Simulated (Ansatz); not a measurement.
# GaN: geometry relaxation

System: GaN (2 atoms in the cell).
Method: DFT PBE, scalar-relativistic, plane waves, PAW, no spin polarisation (Ansatz 0.2.0).

The structure derives from a Materials Project entry. It belongs to a series of runs on one base structure; here: the second end member. Figures and captions count atoms from 1; the log counts them from 0 in places.

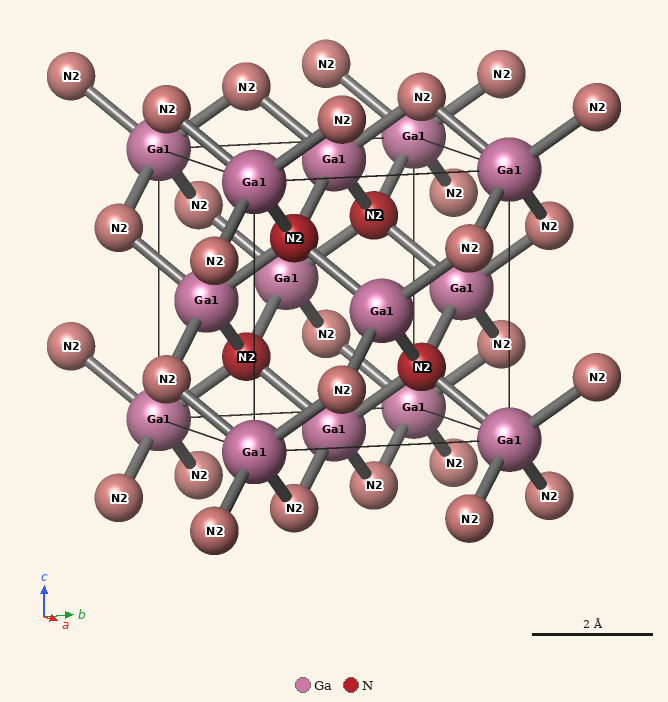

Figure 1. The starting structure (ball-and-stick view of the cell 4 times as large as that of the calculation, set on its symmetry axes, seen slightly off an axis; neighbours outside the cell are drawn fainter; atoms are numbered from 1 in the order of the input).

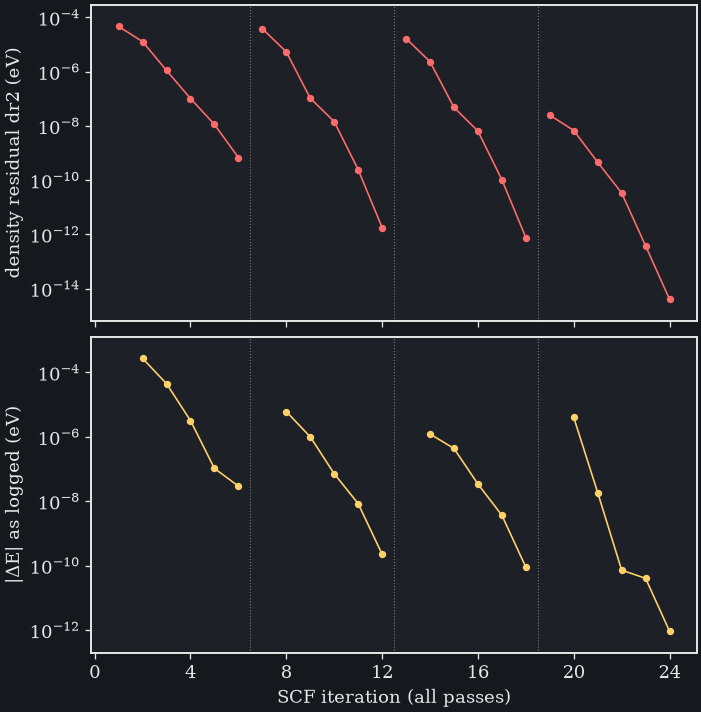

Figure 2. Convergence of the self-consistent field: density residual dr2 and size of the energy change against the SCF iteration. The dotted lines part the SCF passes of the relaxation: geometry steps, rejected trials and re-solves on a re-selected basis. The passes take 6, 6, 6 and 6 iterations.

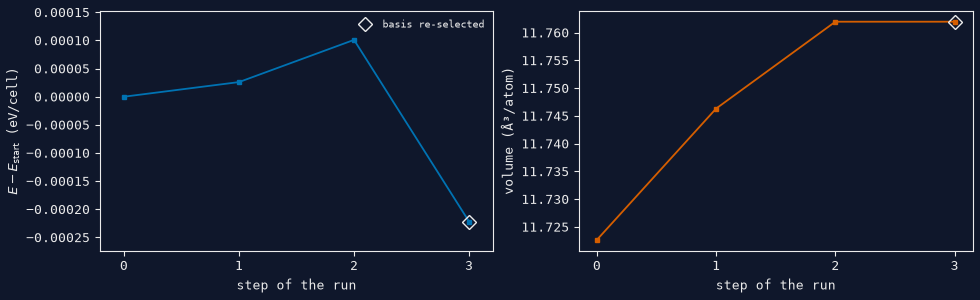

Figure 3. Progress of the relaxation, step by step (the first geometry is step 0 here and step 1 in the log). Over 2 geometry steps the energy rises by 0.1 meV per cell of the calculation. All forces vanish by symmetry, so only the cell relaxes. Pressure: 0.60 GPa at the start and 0.01 GPa at the end. The atoms keep their places relative to the cell (all moves are under 0.005 Å). A last SCF at the same geometry on a re-selected plane-wave basis shifts the energy by −0.3 meV per cell of the calculation.

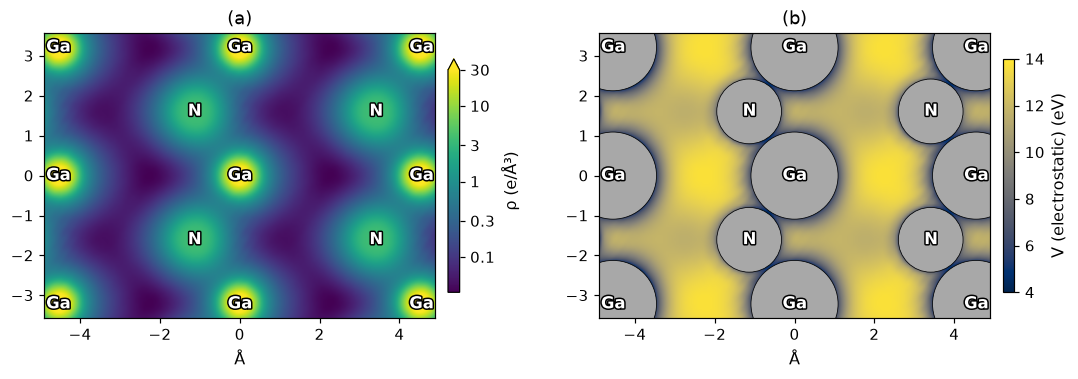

Figure 4. (a) valence pseudo-density; (b) electrostatic potential energy of an electron on the (110) plane of the conventional cell. Grey discs, where drawn, cover atomic cores. Atoms in the plane: Ga and N. Ga–N (1.97 Å): ρ at the midpoint is about 0.72 e/Å³. Away from the nuclei the density in this plane falls to 0.03 e/Å³ at its lowest. Outside the cores the potential energy rises away from the atoms and is highest about 2.0 Å from the nearest atoms; outside the discs it spans about 9 eV, and its zero is arbitrary. In a PAW calculation such maps are meaningful between the atoms, not at the nuclei.

The input that produced these results follows, with the program's output.

The input:
```yaml
crystal:
  lattice:
    - [0.0, 2.2716540742, 2.2716540742]
    - [2.2716540742, 0.0, 2.2716540742]
    - [2.2716540742, 2.2716540742, 0.0]
  atoms:
    - { symbol: Ga, position: [0.0, 0.0, 0.0] }
    - { symbol: "N", position: [0.75, 0.75, 0.75] }
basis:
  ecutwfc: 420
kpoints:
  mp_grid: { grid: [10, 10, 10] }
hamiltonian:
  xc: pbe
scf:
  occupations: { method: gaussian, width: 0.02 }
output:
  forces: true
  stress: true
  eigenvalues: true
  write_density: true
  write_potential: true
  elf: true
  volumetric_format: npy
relax:
  adjacent_minimum: "off"
  f_tol: 0.005
  max_steps: 80
  cell: { stress_tol: 0.05 }
```

Command:
```bash
ansatz run input.yaml --threads 4 --pin off --max-ram 12288MiB --backend cpu --events-out ev --progress --plain --runs-dir out
```

What the program printed:
```
Engine: ansatz 0.2.0, x86_64-unknown-linux-gnu
Pseudopotentials: kind: paw
Pseudopotential: Ga, paw, valence charge 13, recommended cutoff 420 eV (normal), Ga.paw.azcp
Pseudopotential: N, paw, valence charge 5, recommended cutoff 420 eV (normal), N.paw.azcp
Functional definition: PBE
  parameter kappa = 0.804
  parameter beta = 0.06672455060314922
  exchange = pbe_x(kappa = kappa, mu = beta*pi^2/3)
  correlation = pbe_c(beta = beta)
Crystal: 2 atoms, lattice volume = 23.445 Å³
Basis set: ecut = 420 eV, 459 PW (Γ), exchange–correlation on 48×48×48 points (8 copies of the dense FFT grid, shifted against one another)
Bands: 13, of which v1, the nominal top of the filled ones, is band 9 counted from 1 (8 counted from 0)
Symmetry: 24 space group operations
Space group: F-43m (ITA 216), of the structure as read, at distance tolerance 2.9e-5 Å
k-points: 47 of 1000 (time reversal used)
Non-local potential: Ga, projectors of the file, l = 0: 2, l = 1: 2, l = 2: 3, l = 3: 1
Non-local potential: N, projectors of the file, l = 0: 2, l = 1: 2, l = 2: 1
PAW form: soft (Blöchl's): semilocal exchange-correlation on the pseudo side does not see the compensation charge
PAW one-centre angular grid: Ga, 590 points (default); XC on 64 Gauss nodes
PAW one-centre angular grid: N, 110 points (default); XC on 64 Gauss nodes
Initial density: superposition of atomic densities (neutral atoms: chi_scale 0, normalization atom), corrected by the library's trained network
Initial wavefunctions: pseudopotential atomic-orbital guess
Functional: x = pbe(κ = 0.804, μ = 0.2195149727645171), c = pbe(β = 0.06672455060314922)
SCF iter   1: F=—  HF=-4167.907402 eV  |F-HF|=—  |Δ(HF+E_count)|=         —  Δρ=6.55e-4  dr2=4.64e-5  ethr=1.77e-3  ⟨swp⟩=5.1  Hψ=3284  notcnv=0
preconditioner: auto → none  [insulator: Δε(μ)=1.559 eV  Ē_g=18.568 eV  σ=0.020 eV  W_gap=1.00  n_scr=8 (ndim 8)  ℏωp=32.5 eV  f_vac=0.001  D(μ)=0.00/eV (n_scr^D=0)  ε∞_Penn≈4.1]
SCF iter   2: F=—  HF=-4167.907675 eV  |F-HF|=—  |Δ(HF+E_count)|=   2.72e-4  Δρ=3.59e-4  dr2=1.28e-5  ethr=2.58e-7  ⟨swp⟩=2.6  Hψ=1462  notcnv=0
SCF iter   3: F=—  HF=-4167.907719 eV  |F-HF|=—  |Δ(HF+E_count)|=   4.47e-5  Δρ=1.12e-4  dr2=1.11e-6  ethr=7.10e-8  ⟨swp⟩=2.0  Hψ=1034  notcnv=0
SCF iter   4: F=—  HF=-4167.907723 eV  |F-HF|=—  |Δ(HF+E_count)|=   3.19e-6  Δρ=2.81e-5  dr2=1.02e-7  ethr=6.18e-9  ⟨swp⟩=2.0  Hψ=1034  notcnv=0
iter 5 did not close the SCF: its close was put off for the readings that it lacked (scf_convergence_deferred on its scf_iter line)
SCF iter   5: F=-4167.907723 eV  HF=-4167.907723 eV  |F-HF|=2.67e-8  |Δ(HF+E_count)|=   1.04e-7  Δρ=1.12e-5  dr2=1.13e-8  ethr=5.67e-10  ⟨swp⟩=2.0  Hψ=1034  notcnv=0
SCF iter   6: F=-4167.907723 eV  HF=-4167.907723 eV  |F-HF|=1.66e-10  |Δ(HF+E_count)|=   2.94e-8  Δρ=2.64e-6  dr2=6.80e-10  ethr=6.27e-11  ⟨swp⟩=4.2  Hψ=3038  notcnv=0
SCF 1 converged in 6 iterations: F = -4167.907723 eV  dr2 = 6.80e-10
  greatest PAW one-centre occupation: 0.995 electrons in one spin orbital (limit 2), on the Ga atom at site 0 (counted from 0), in its partial waves of l = 2
relax step   1: F+E_penalty+E_count = -4167.90772280 eV  Δ(F+E_penalty+E_count) = +0.000e0 eV  max|allowed force component| = 2.313e-16 eV/Å  Δτ_max = 0.0000 Å  P = +0.596 GPa  Ω = 23.445 Å³  (6 SCF iters, dr2 threshold 1.00e-7 eV, accepted)
Crystal: 2 atoms, lattice volume = 23.493 Å³
Initial density: handed on by an earlier stage of this run
Initial wavefunctions: those handed on with the density
iter 1 solved again at ethr=2.13e-7 eV; its pass at ethr=3.10e-3 eV (dr2=3.84e-5 eV) is discarded
SCF iter   1: F=—  HF=-4167.907704 eV  |F-HF|=—  |Δ(HF+E_count)|=         —  Δρ=3.79e-4  dr2=3.82e-5  ethr=2.13e-7  ⟨swp⟩=1.9  Hψ=3475  notcnv=0
preconditioner: auto → none  [insulator: Δε(μ)=1.547 eV  Ē_g=18.557 eV  σ=0.020 eV  W_gap=1.00  n_scr=8 (ndim 8)  ℏωp=32.5 eV  f_vac=0.002  D(μ)=0.00/eV (n_scr^D=0)  ε∞_Penn≈4.1]
SCF iter   2: F=—  HF=-4167.907698 eV  |F-HF|=—  |Δ(HF+E_count)|=   6.06e-6  Δρ=1.33e-4  dr2=5.38e-6  ethr=2.12e-7  ⟨swp⟩=1.8  Hψ=754  notcnv=0
iter 3 did not close the SCF: its close was put off for the readings that it lacked (scf_convergence_deferred on its scf_iter line)
SCF iter   3: F=-4167.907697 eV  HF=-4167.907697 eV  |F-HF|=2.02e-7  |Δ(HF+E_count)|=   9.98e-7  Δρ=2.90e-5  dr2=1.05e-7  ethr=2.99e-8  ⟨swp⟩=2.4  Hψ=862  notcnv=0
iter 4 did not close the SCF: its close was put off for the readings that it lacked (scf_convergence_deferred on its scf_iter line)
SCF iter   4: F=-4167.907697 eV  HF=-4167.907697 eV  |F-HF|=5.47e-9  |Δ(HF+E_count)|=   7.12e-8  Δρ=1.09e-5  dr2=1.44e-8  ethr=5.82e-10  ⟨swp⟩=2.1  Hψ=988  notcnv=0
iter 5 did not close the SCF: its close was put off for the readings that it lacked (scf_convergence_deferred on its scf_iter line)
SCF iter   5: F=-4167.907697 eV  HF=-4167.907697 eV  |F-HF|=7.91e-11  |Δ(HF+E_count)|=   8.42e-9  Δρ=1.30e-6  dr2=2.44e-10  ethr=8.02e-11  ⟨swp⟩=2.8  Hψ=1043  notcnv=0
SCF iter   6: F=-4167.907697 eV  HF=-4167.907697 eV  |F-HF|=4.55e-12  |Δ(HF+E_count)|=  2.25e-10  Δρ=1.17e-7  dr2=1.78e-12  ethr=1.35e-12  ⟨swp⟩=3.6  Hψ=2753  notcnv=0
SCF 2 converged in 6 iterations: F = -4167.907697 eV  dr2 = 1.78e-12
relax step   2: F+E_penalty+E_count = -4167.90769699 eV  Δ(F+E_penalty+E_count) = +2.581e-5 eV  max|allowed force component| = 5.089e-17 eV/Å  Δτ_max = 0.0000 Å  P = +0.237 GPa  Ω = 23.493 Å³  energy of the carried Pulay correction = -1.487e-4 eV  (6 SCF iters, dr2 threshold 2.00e-7 eV, accepted)
Crystal: 2 atoms, lattice volume = 23.524 Å³
iter 1 solved again at ethr=9.25e-8 eV; its pass at ethr=3.10e-3 eV (dr2=1.67e-5 eV) is discarded
SCF iter   1: F=—  HF=-4167.907624 eV  |F-HF|=—  |Δ(HF+E_count)|=         —  Δρ=2.50e-4  dr2=1.66e-5  ethr=9.25e-8  ⟨swp⟩=1.9  Hψ=3477  notcnv=0
preconditioner: auto → none  [insulator: Δε(μ)=1.539 eV  Ē_g=18.548 eV  σ=0.020 eV  W_gap=1.00  n_scr=8 (ndim 8)  ℏωp=32.5 eV  f_vac=0.002  D(μ)=0.00/eV (n_scr^D=0)  ε∞_Penn≈4.1]
SCF iter   2: F=—  HF=-4167.907622 eV  |F-HF|=—  |Δ(HF+E_count)|=   1.22e-6  Δρ=8.74e-5  dr2=2.34e-6  ethr=9.22e-8  ⟨swp⟩=1.8  Hψ=745  notcnv=0
iter 3 did not close the SCF: its close was put off for the readings that it lacked (scf_convergence_deferred on its scf_iter line)
SCF iter   3: F=-4167.907622 eV  HF=-4167.907622 eV  |F-HF|=9.52e-8  |Δ(HF+E_count)|=   4.33e-7  Δρ=1.96e-5  dr2=4.77e-8  ethr=1.30e-8  ⟨swp⟩=2.3  Hψ=858  notcnv=0
iter 4 did not close the SCF: its close was put off for the readings that it lacked (scf_convergence_deferred on its scf_iter line)
SCF iter   4: F=-4167.907622 eV  HF=-4167.907622 eV  |F-HF|=2.52e-9  |Δ(HF+E_count)|=   3.40e-8  Δρ=7.31e-6  dr2=6.43e-9  ethr=2.65e-10  ⟨swp⟩=2.1  Hψ=986  notcnv=0
iter 5 did not close the SCF: its close was put off for the readings that it lacked (scf_convergence_deferred on its scf_iter line)
SCF iter   5: F=-4167.907622 eV  HF=-4167.907622 eV  |F-HF|=2.09e-11  |Δ(HF+E_count)|=   3.64e-9  Δρ=8.40e-7  dr2=1.03e-10  ethr=3.57e-11  ⟨swp⟩=2.8  Hψ=1038  notcnv=0
SCF iter   6: F=-4167.907622 eV  HF=-4167.907622 eV  |F-HF|=2.73e-12  |Δ(HF+E_count)|=  8.91e-11  Δρ=7.64e-8  dr2=7.58e-13  ethr=1.00e-12  ⟨swp⟩=3.8  Hψ=2850  notcnv=0
SCF 3 converged in 6 iterations: F = -4167.907622 eV  dr2 = 7.58e-13
relax step   3: F+E_penalty+E_count = -4167.90762200 eV  Δ(F+E_penalty+E_count) = +7.500e-5 eV  max|allowed force component| = 8.558e-17 eV/Å  Δτ_max = 0.0000 Å  P = +0.001 GPa  Ω = 23.524 Å³  energy of the carried Pulay correction = -2.470e-4 eV  (6 SCF iters, dr2 threshold 1.40e-7 eV, accepted)
Initial wavefunctions: pseudopotential atomic-orbital guess (no wavefunctions were taken with the density)
iter 1 solved again at ethr=1.79e-8 eV; its pass at ethr=3.10e-3 eV (dr2=3.22e-6 eV) is discarded
SCF iter   1: F=—  HF=-4167.907941 eV  |F-HF|=—  |Δ(HF+E_count)|=         —  Δρ=2.56e-5  dr2=2.49e-8  ethr=1.79e-8  ⟨swp⟩=3.2  Hψ=5064  notcnv=0
preconditioner: auto → none  [insulator: Δε(μ)=1.541 eV  Ē_g=18.548 eV  σ=0.020 eV  W_gap=1.00  n_scr=8 (ndim 8)  ℏωp=32.5 eV  f_vac=0.002  D(μ)=0.00/eV (n_scr^D=0)  ε∞_Penn≈4.1]
SCF iter   2: F=—  HF=-4167.907945 eV  |F-HF|=—  |Δ(HF+E_count)|=   3.97e-6  Δρ=1.31e-5  dr2=6.74e-9  ethr=1.38e-10  ⟨swp⟩=2.0  Hψ=1012  notcnv=0
SCF iter   3: F=—  HF=-4167.907945 eV  |F-HF|=—  |Δ(HF+E_count)|=   1.84e-8  Δρ=2.51e-6  dr2=4.55e-10  ethr=3.74e-11  ⟨swp⟩=2.0  Hψ=1034  notcnv=0
SCF iter   4: F=—  HF=-4167.907945 eV  |F-HF|=—  |Δ(HF+E_count)|=  7.19e-11  Δρ=6.98e-7  dr2=3.35e-11  ethr=2.53e-12  ⟨swp⟩=2.0  Hψ=1034  notcnv=0
iter 5 did not close the SCF: its close was put off for the readings that it lacked (scf_convergence_deferred on its scf_iter line)
SCF iter   5: F=-4167.907945 eV  HF=-4167.907945 eV  |F-HF|=9.09e-13  |Δ(HF+E_count)|=  4.00e-11  Δρ=8.06e-8  dr2=3.75e-13  ethr=1.00e-12  ⟨swp⟩=1.0  Hψ=611  notcnv=0
SCF iter   6: F=-4167.907945 eV  HF=-4167.907945 eV  |F-HF|=0.00e0  |Δ(HF+E_count)|=  9.09e-13  Δρ=5.81e-9  dr2=4.01e-15  ethr=1.00e-12  ⟨swp⟩=3.0  Hψ=2260  notcnv=0
SCF 4 converged in 6 iterations: F = -4167.907945 eV  dr2 = 4.01e-15
relax step   4: F+E_penalty+E_count = -4167.90794535 eV  Δ(F+E_penalty+E_count) = -3.234e-4 eV  max|allowed force component| = 7.633e-17 eV/Å  Δτ_max = 0.0000 Å  P = +0.015 GPa  Ω = 23.524 Å³  stress off target by 1.49e-2 GPa  SCF on the basis re-selected at this cell (its energy is not comparable with the rows above)  (6 SCF iters)
basis re-selected at this cell: Δ(F+E_penalty+E_count) = -3.234e-4 eV, ΔP = +0.014 GPa vs the last step (what re-selecting the basis moved, of the pressure what is left beyond the Pulay correction that the steps carried, after the strain that the cell walked since its last selection, with what the two solves' SCF thresholds leave and, on support functions, any second-order correction that the steps lacked; it is no measure of the basis error at this ecutwfc). This SCF's stress stands 1.49e-2 GPa from its target on what of the cell is left free (relax.cell.stress_tol is 5.00e-2 GPa) and its largest allowed force component is 7.63e-17 eV/Å (relax.f_tol is 5.00e-3 eV/Å): within both
SCF converged after 6 iterations
Free energy (F): -4167.907945 eV
Harris-Foulkes:  -4167.907945 eV  (|F-HF|=0.00e0)
Internal energy: -4167.907945 eV  (E = F + TS)
E sigma→0 (E₀):  -4167.907945 eV
Fermi energy:    10.009978 eV
--- Per-component energies (eV) ---
  E_band       = -12.248483
  E_kinetic    = 246.003201
  E_local      = -1971.395843  (includes V_loc(G=0)·N_el)
  E_nonlocal   = 474.232471
  E_hartree    = 904.971866
  E_xc         = -128.407061
  E_vxc        = -133.613117  (∫ρ·V_xc dr)
  E_paw        = -2120.319601  (= ΣΔE_a)
  E_vpaw       = -437.418958  (= ΣTr[D̂ρ^β])
  E_aug_tail   = 0.000031  (compensation charges beyond the density's cutoff)
  E_ewald      = -1572.993010
  E_smearing   = -0.000000  (= −TS)
  E_closure    = -0.000000  (closes the sum)
  Σ components = -4167.907945   (vs F -4167.907945, Δ=0.00e0)
--- Forces (eV/Å), atoms counted from 1 ---
  atom   1  Ga    -0.00000000     0.00000000     0.00000000
  atom   2  N      0.00000000     0.00000000    -0.00000000
  max |Σ_I F_I| component: 6.25e-17 eV/Å
--- Stress (GPa, compression-positive) ---
        0.014877       0.000000       0.000000
        0.000000       0.014877       0.000000
        0.000000       0.000000       0.014877
  P = ⅓ Tr σ = 0.0149 GPa (0.149 kbar)
--- Band table (eV; the first three rows and the last of 47) ---
  k-point 0: bands = ["-6.4629", "-4.2263", "-4.2263", "-4.2263", "-3.9358", "-3.9358", "9.2392", "9.2392", "9.2392", "10.7805", "19.3782", "19.3782", "19.3782"]
  k-point 1: bands = ["-6.3605", "-4.2139", "-4.2139", "-4.1844", "-3.9369", "-3.9369", "8.1268", "9.1360", "9.1360", "11.6615", "18.8811", "19.5355", "19.5355"]
  k-point 2: bands = ["-6.1078", "-4.1850", "-4.1850", "-4.0120", "-3.9357", "-3.9357", "6.3532", "8.8830", "8.8830", "12.7340", "18.1080", "19.7917", "19.7917"]
  k-point 46: bands = ["-5.5210", "-4.0942", "-4.0578", "-3.9374", "-3.9105", "-2.0045", "3.5926", "5.7668", "5.8097", "15.0155", "17.1778", "19.7377", "20.3012"]
--- Relaxed structure (3 steps of the walk, 3 accepted, 1 SCFs on fresh bases) ---
  F+E_penalty+E_count = -4167.90794535 eV   max|allowed force component| = 7.633e-17 eV/Å   (the final SCF, on the basis selected at the relaxed cell)
  cell:  # Å, volume = 23.5240 Å³
    - [1.2738430082238973e-34, 2.2741904196515272, 2.2741904196515272]
    - [2.2741904196515272, 1.070028126908074e-33, 2.2741904196515272]
    - [2.2741904196515272, 2.2741904196515272, 1.5158731797864381e-33]
  atoms:
    - { symbol: Ga, position: [3.174870015746131e-34, -3.669425567573067e-34, -3.1130505717677645e-34] }
    - { symbol: N, position: [0.75, 0.75, 0.75] }
```

Trajectory as extended XYZ (Å, eV, eV/Å), 4 frames, from step=1 to step=4:
```
2
Lattice="0.0000 2.2717 2.2717 2.2717 0.0000 2.2717 2.2717 2.2717 0.0000" Properties=species:S:1:pos:R:3:forces:R:3 step=1 energy=-4167.90772 pressure_GPa=0.60
Ga    0.0000    0.0000    0.0000    0.0000   0.0000   0.0000
N     3.4075    3.4075    3.4075    0.0000   0.0000   0.0000
2
Lattice="0.0000 2.2732 2.2732 2.2732 0.0000 2.2732 2.2732 2.2732 0.0000" Properties=species:S:1:pos:R:3:forces:R:3 step=2 energy=-4167.90770 pressure_GPa=0.24
Ga    0.0000    0.0000    0.0000    0.0000   0.0000   0.0000
N     3.4098    3.4098    3.4098    0.0000   0.0000   0.0000
2
Lattice="0.0000 2.2742 2.2742 2.2742 0.0000 2.2742 2.2742 2.2742 0.0000" Properties=species:S:1:pos:R:3:forces:R:3 step=3 energy=-4167.90762 pressure_GPa=0.00
Ga    0.0000    0.0000    0.0000    0.0000   0.0000   0.0000
N     3.4113    3.4113    3.4113    0.0000   0.0000   0.0000
2
Lattice="0.0000 2.2742 2.2742 2.2742 0.0000 2.2742 2.2742 2.2742 0.0000" Properties=species:S:1:pos:R:3:forces:R:3 step=4 energy=-4167.90794 pressure_GPa=0.01
Ga    0.0000    0.0000    0.0000    0.0000   0.0000   0.0000
N     3.4113    3.4113    3.4113    0.0000   0.0000   0.0000
```

Summary:

| quantity | value |
| --- | --- |
| outcome | converged |
| space group (tolerance 0.01 Å) | F-43m (216) |
| electrons treated | 18 |
| free energy | −4167.9079 eV |
| Fermi energy | 10.010 eV |
| gap on the k-point mesh | 1.54 eV |
| pressure | 0.01 GPa |
| final volume | 23.52 Å³ |
| largest force (length of the vector) at the end | under 0.001 eV/Å |
| final cell | a = 3.216 Å, b = 3.216 Å, c = 3.216 Å, α = 60.00°, β = 60.00°, γ = 60.00° |
| hardware | 4 threads of Intel Xeon (Granite Rapids), 64 GiB of memory available, shared host |
| wall time | 1.9 s (CPU time 6.2 s) |
| peak memory | 0.37 GiB |
